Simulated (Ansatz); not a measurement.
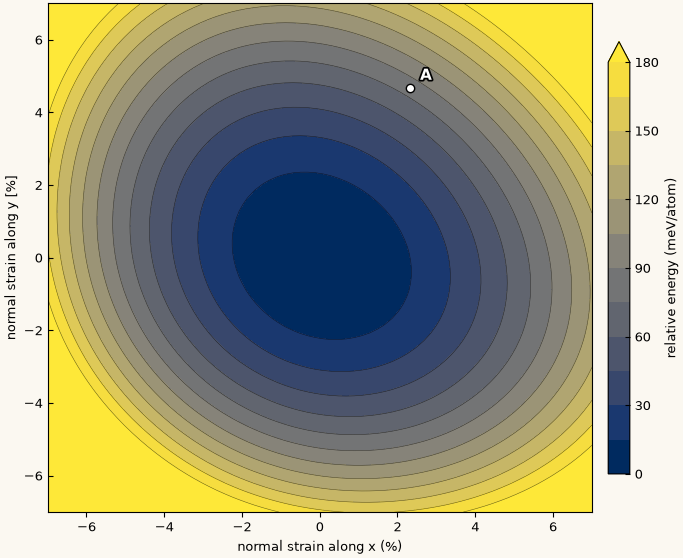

C (Cmme, No. 67; 4 atoms in the cell). The energy is mapped over two homogeneous strains (x along [1 0 0], y along [0 1 0], z along [0 0 1] of the conventional cell). Coordinates scanned: (1) normal strain along x; (2) normal strain along y. Nothing is relaxed (fractional coordinates fixed). The scan uses a 7 × 7 grid. Points are written as (first, second). All energies are given in meV/atom relative to the lowest grid point. Method: DFT PBE, scalar-relativistic, plane waves, PAW (Ansatz). Settings: cutoff 520 eV, k-mesh 18×18×6 in the order of the run's cell vectors, gaussian smearing 0.15 eV, no spin polarisation.

In the figure: filled contours, one colour for all values above the top of the scale, the point A. Between grid points the surface is interpolated.

Question: Is A at rest? If not, where is it pushed?

Answer: A, at (2.33 %, 4.67 %), is not a stationary point. The computed force is 16 meV/atom for each 1 % towards smaller values of normal strain along x and 25 meV/atom for each 1 % towards smaller values of normal strain along y.

PAW datasets: the set soft_1.
